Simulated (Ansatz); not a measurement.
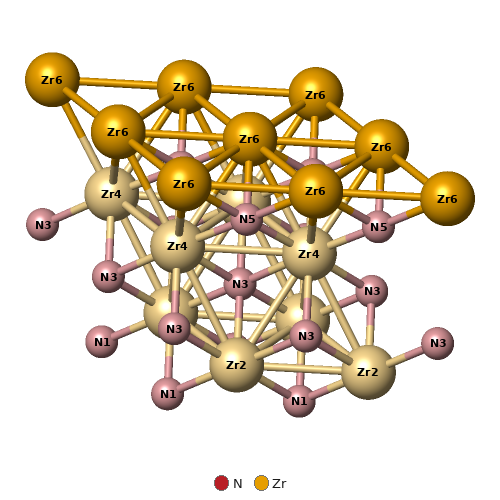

The system is Si on a ZrN(111) slab cut from the Fm-3m phase (6 atoms of substrate and one adsorbate in a 1 × 1 cell); the picture shows it without the atoms that are moved over the map. 
- One Si atom a 1 × 1 cell is placed over a mesh of places on the rigid (1 1 1) surface, and only its height is relaxed.
- Places are given modulo a cell vector. The map is drawn in real space over the plane of the surface.
- Grid: 4 × 4 points.
- Energies are in eV, from the lowest grid point.
- This mesh misses the points at thirds of the hexagonal cell. With one adsorbate in each 1 × 1 cell, its nearest image is 3.2 Å away, so neighbouring adsorbates interact.
- The calculation used DFT r2SCAN, scalar-relativistic, plane waves, PAW in Ansatz 0.2.0.

Range: place along a₁ from 0.00 to 0.75; place along a₂ from 0.00 to 0.75.

Q: What will the energy surface look like?

A: The lowest grid point is at a bridge site between two Zr atoms, (0/4, 2/4) of the cell vectors. The same energy is found at a bridge site between two Zr atoms, (2/4, 0/4) of the cell vectors; a bridge site between two Zr atoms, (2/4, 2/4) of the cell vectors. The highest grid point, the top site over a surface Zr atom, (0/4, 0/4) of the cell vectors, lies 0.874 eV above the lowest. At the lowest point the adsorbate has 2 Zr at 2.79 Å as nearest neighbours, at the highest 1 Zr at 2.65 Å. Its relaxed height above the top atom is 2.27 Å at the lowest and 2.65 Å at the highest point.

```tsv
place along a₂ ↓, place along a₁ →	0/4	1/4	2/4	3/4
3/4	0.517	0.033	0.033	0.517
2/4	0.000	0.033	0.000	0.134
1/4	0.517	0.517	0.134	0.134
0/4	0.874	0.517	0.000	0.517
```

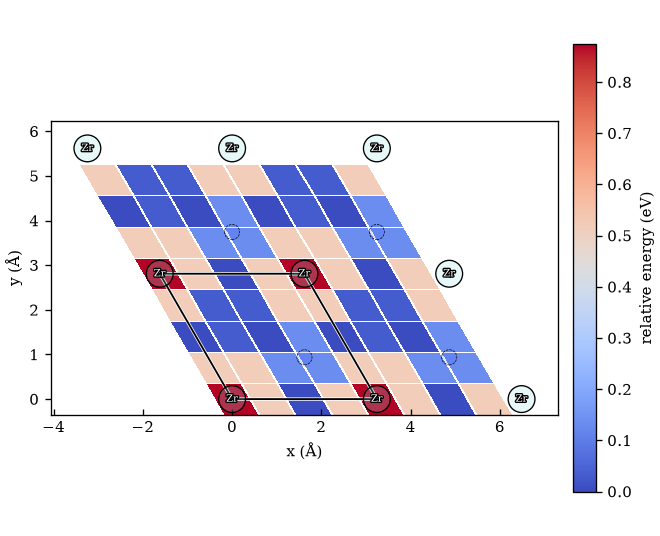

The picture shows one coloured cell a grid point, labelled circles for the atoms of the top layer and small ones for the second layer, the outline of one cell of the 2 × 2 shown.
